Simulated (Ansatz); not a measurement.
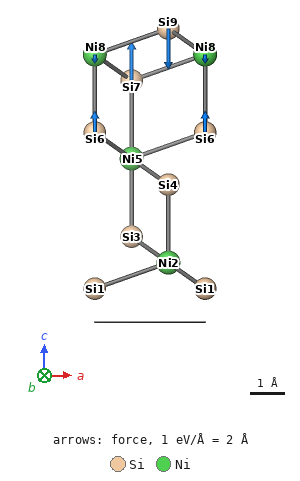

Starting geometry of a slab of composition Si$_{2}$Ni (cut from the Fm-3m phase) with the computed forces as blue arrows. Style: ball-and-stick. Shown: the 1 × 2 repeat of the cell, outlined in the plane, without the vacuum, along the b axis.

Case: clean slab, lower half held. The slab is the (1 1 1) face of Si2Ni. 4 atoms are held fixed.

All numbers below come from DFT PBEsol, scalar-relativistic, plane waves, PAW (Ansatz 0.2.0).

Input
```yaml
crystal:
  lattice:
    - [3.812302362, 0.0, 0.0]
    - [-1.906151181, 3.3015506924, 0.0]
    - [0.0, 0.0, 24.7818296101]
  atoms:
    - { symbol: Si, position: [0.0, 0.0, 0.3429932387] }
    - { symbol: Ni, position: [0.6666666667, 0.3333333333, 0.374394591] }
    - { symbol: Si, position: [0.3333333333, 0.6666666667, 0.4057959432] }
    - { symbol: Si, position: [0.6666666667, 0.3333333333, 0.4685986477] }
    - { symbol: Ni, position: [0.3333333333, 0.6666666667, 0.5] }
    - { symbol: Si, position: [0.0, 0.0, 0.5314013523] }
    - { symbol: Si, position: [0.3333333333, 0.6666666667, 0.5942040568] }
    - { symbol: Ni, position: [0.0, 0.0, 0.625605409] }
    - { symbol: Si, position: [0.6666666667, 0.3333333333, 0.6570067613] }
basis:
  ecutwfc: 420
kpoints:
  mp_grid: { grid: [9, 9, 1] }
hamiltonian:
  xc: pbesol
scf:
  occupations: { method: gaussian, width: 0.1 }
output:
  forces: true
  eigenvalues: true
  write_density: true
  write_potential: true
  elf: true
  volumetric_format: npy
relax:
  adjacent_minimum: "off"
  f_tol: 0.03
  max_steps: 70
  constraints: [{ sites: [0, 1, 2, 3] }]
efield:
  axis: 3
  dipole_correction: true
  ramp_width: 0.04
```

Run as
```bash
ansatz run input.yaml --threads 4 --pin off --max-ram 10240MiB --backend cpu --events-out ev --progress --plain --runs-dir out
```

What follows when this structure is relaxed?

It isn't relaxed: the largest force vector, on Si9, is 0.62 eV/Å. The final displacements follow the starting forces only in part (cosine between the two patterns 0.83). Si9 moves most: 0.12 Å along the normal (−c). Largest moves by element: Si 0.12 Å, Ni 0.03 Å. The cell doesn't change. Some distances before and after: Si6–Ni8 2.335 → 2.293 Å, Ni8–Si9 2.335 → 2.305 Å, Si7–Ni8 2.335 → 2.316 Å, Ni5–Si7 2.335 → 2.352 Å. Bond angles that change, for instance: Ni8–Si9–Ni8 109.5° → 111.6°. The energy falls by 50.9 meV per cell of the calculation in 2 accepted moves (3 points after the start). The largest force component goes from 0.62 to 0.024 eV/Å. 1 step only repeated the SCF at the same geometry. Cost: 8 s on 4 threads of AMD EPYC 9R45 96-Core Processor (Zen 5), on a shared host, peak memory 0.75 GiB.

Limits of the set-up: an element that often carries a moment was run without spin polarisation.
